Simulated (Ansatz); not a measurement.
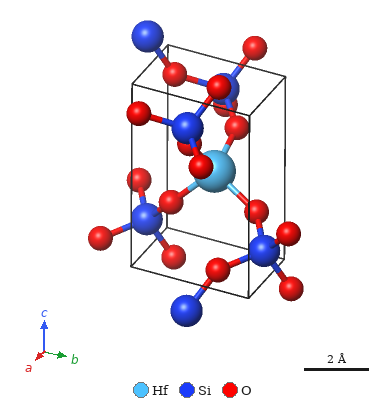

Drawn in the ball-and-stick manner and seen slightly off an axis. The lines enclose the simulation cell; boundary atoms appear with their images. Periodic images bonded to atoms of the box are shown as well.

This input was run:
```yaml
crystal:
  lattice:
    - [4.9549634855, -2.5041645943, 0.0134275078]
    - [4.9549634855, 2.5041645943, 0.0134275078]
    - [-0.195183979, 0.0, 5.8774135452]
  atoms:
    - { symbol: Hf, position: [0.4591527911, 0.5408472089, 0.5] }
    - { symbol: Si, position: [0.0148809673, 0.4789808551, 0.8448568721] }
    - { symbol: Si, position: [0.5210191449, 0.9851190327, 0.1551431279] }
    - { symbol: O, position: [0.5715332759, 0.2076205599, 0.2974132729] }
    - { symbol: O, position: [0.8473634895, 0.6922984045, 0.0693290944] }
    - { symbol: O, position: [0.7923794401, 0.4284667241, 0.7025867271] }
    - { symbol: O, position: [0.371666887, 0.874027935, 0.3173398692] }
    - { symbol: O, position: [0.3077015955, 0.1526365105, 0.9306709056] }
    - { symbol: O, position: [0.125972065, 0.628333113, 0.6826601308] }
basis:
  ecutwfc: 420
kpoints:
  mp_grid: { grid: [6, 6, 4] }
hamiltonian:
  xc: pbe
scf:
  occupations: { method: fixed }
output:
  eigenvalues: true
phonons:
  method: dfpt
  dielectric: true
  rigid_motions: translations
  eigenvectors: true
  qmesh: [2, 2, 1]
  temperatures: { t_max: 1000, t_step: 100 }
  qpath:
    path:
      - [[0.0, 0.0, 0.0], [-0.31391244, 0.31391244, 0.0]]
      - [[-0.68608756, -0.31391244, 0.0], [-0.5, -0.5, 0.0], [0.0, 0.0, 0.0], [-0.5, -0.5, 0.5], [-0.68937063, -0.31062937, 0.5]]
      - [[-0.31062937, 0.31062937, 0.5], [0.0, 0.0, 0.5], [0.0, 0.0, 0.0]]
      - [[-0.5, 0.0, 0.5], [0.0, 0.0, 0.0], [-0.5, 0.0, 0.0]]
    npoints: 8
```
Run as:
```sh
ansatz run input.yaml --threads 4 --pin off --max-ram 8192MiB --backend cpu --events-out ev --progress --plain --runs-dir out
```

Setup: DFT PBE, scalar-relativistic, plane waves, PAW in Ansatz; a cutoff energy of 420 eV, the zone sampled with 6×6×4 points, no spin polarisation.

Question: What is the band gap, if any?

Answer: An insulator at this level, with a gap of 5.03 eV on the k-mesh (the true edges may lie between mesh points, so the gap can be somewhat smaller).

Question: What is the electronic dielectric constant?

Answer: ε∞ averages 2.6.

The model was built from a structure type filled with these elements by a generator (whether the compound takes this form wasn't checked). Earlier steps of the study, as a rule a relaxation of our own, may have changed the cell and positions, so they can lie some per cent off the listed ones. It was the input of a calculation with Ansatz.
